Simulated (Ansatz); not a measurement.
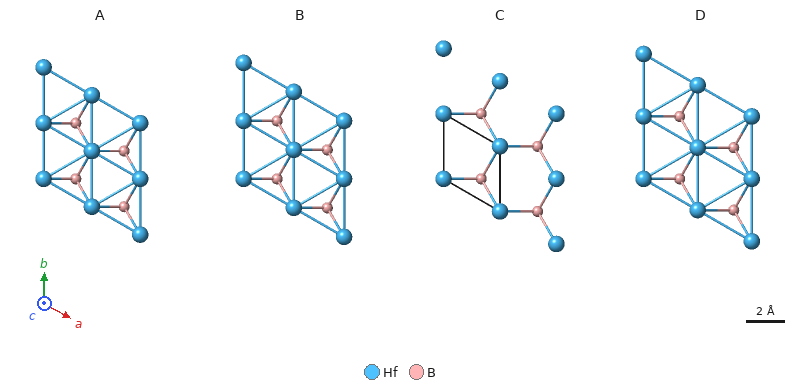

4 geometries from one relaxation of solid HfB (a generated structure, set up in P-6m2) (coarse preliminary run), in shuffled order. Style: ball-and-stick. Shown: the cell of the calculation, repeated 2 × 2 × 1 with one cell outlined, along the c axis.

Level of theory: DFT PBE, scalar-relativistic, plane waves, PAW (Ansatz 0.2.0). Set-up: plane-wave cutoff 420 eV; k-point mesh 6 × 6 × 6; occupations gaussian; smearing width 0.1 eV; no spin polarisation; cell and atoms relaxed; force threshold 0.04 eV/Å; at most 70 steps.

### Put them in the order of the run, from the start to the converged end.

A, B, D, C. They are steps 0, 1, 3, 9, at +1.421 eV per cell of the calculation, +0.463 eV per cell of the calculation, +45.5 meV per cell of the calculation relative to the last. No atom moves by more than 0.005 Å relative to the cell. The volume changes by +36.4 %, with a = b 2.973 → 3.472 Å (+16.8 %), c 2.894 → 2.893 Å (0.0 %). Near-neighbour distances that change, for instance: Hf–Hf 2.973 → 3.472 Å, B–Hf 2.245 → 2.472 Å. Among the angles between lasting bonds that change: Hf–B–Hf 80.3° → 71.6°, Hf–B–Hf 82.9° → 89.2°, Hf–B–Hf 135.1° → 132.2°. The space group stays P-6m2 (No. 187). Over 7 accepted moves (9 points after the start) the energy falls by 1.421 eV per cell of the calculation. All forces vanish by symmetry, so only the cell relaxes. The pressure goes from 73.07 to 0.20 GPa. The SCF was repeated twice at an unchanged geometry on a basis and grid sized afresh for the cell, which shifted the energy by 31.1 meV per cell of the calculation at most. Cost: 13 s on 1 thread of Intel(R) Xeon(R) Platinum 8488C (Sapphire Rapids) (shared host), peak memory 0.34 GiB.
